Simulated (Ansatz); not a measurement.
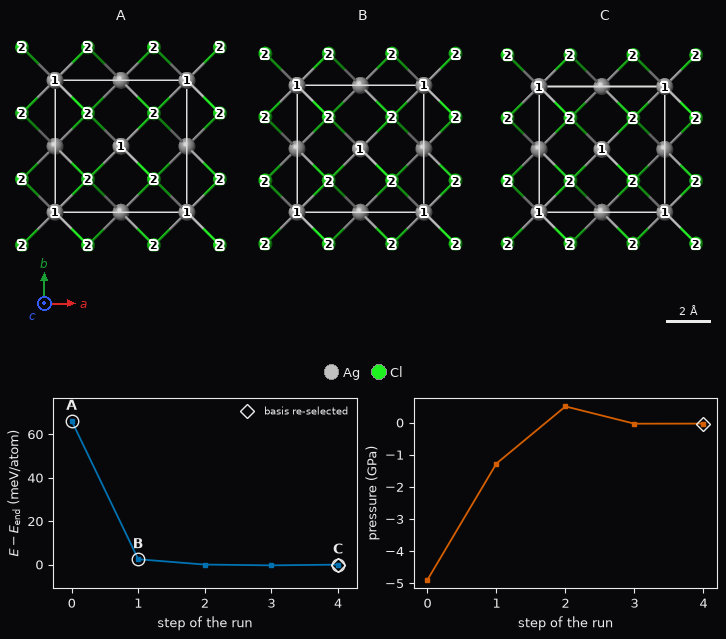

Frames of a relaxation of a crystal of AgCl (built on the zincblende type), marked on the history of the run. A ball-and-stick model of the conventional cell (4 times the calculation's cell), seen along the c axis. Lengths and directions refer to the drawn axes.

Computed with DFT, LDA, plane waves, PAW in Ansatz. Set-up: plane-wave cutoff 420 eV; k-point mesh 6 × 6 × 6; occupations fermi dirac; smearing width 0.02 eV; no spin polarisation; cell and atoms relaxed; force threshold 0.005 eV/Å.

Question: Describe the path.

Answer: No atom moves by more than 0.005 Å relative to the cell. Cell: a = b = c 6.059 → 5.775 Å (−4.7 %). Volume −13.4 %. Near-neighbour distances that change, for instance: Ag1–Cl2 2.624 → 2.501 Å. The space group stays F-43m (No. 216). The energy falls by 66.2 meV per atom in 3 accepted moves (4 points after the start). All forces vanish by symmetry, so only the cell relaxes. Pressure: −4.89 GPa at the start and −0.03 GPa at the end. At 1 point the geometry stayed and the basis and grid were re-selected for the new cell (energy shift of 0.3 meV per atom at most each time). From step 0 to 1: volume −11.0 %, energy −63.7 meV per atom. From step 1 to 4: volume −2.7 %, energy −2.5 meV per atom.

```json
{"step": "0", "E − E(0), meV/atom": "0.00", "pressure, GPa": "-4.89", "volume, Å³/atom": "27.801", "note": ""}
{"step": "1", "E − E(0), meV/atom": "-63.72", "pressure, GPa": "-1.27", "volume, Å³/atom": "24.735", "note": ""}
{"step": "2", "E − E(0), meV/atom": "-66.17", "pressure, GPa": "0.51", "volume, Å³/atom": "23.816", "note": ""}
{"step": "3", "E − E(0), meV/atom": "-66.53", "pressure, GPa": "-0.03", "volume, Å³/atom": "24.072", "note": ""}
{"step": "4", "E − E(0), meV/atom": "-66.20", "pressure, GPa": "-0.03", "volume, Å³/atom": "24.072", "note": "same geometry, new basis"}
```
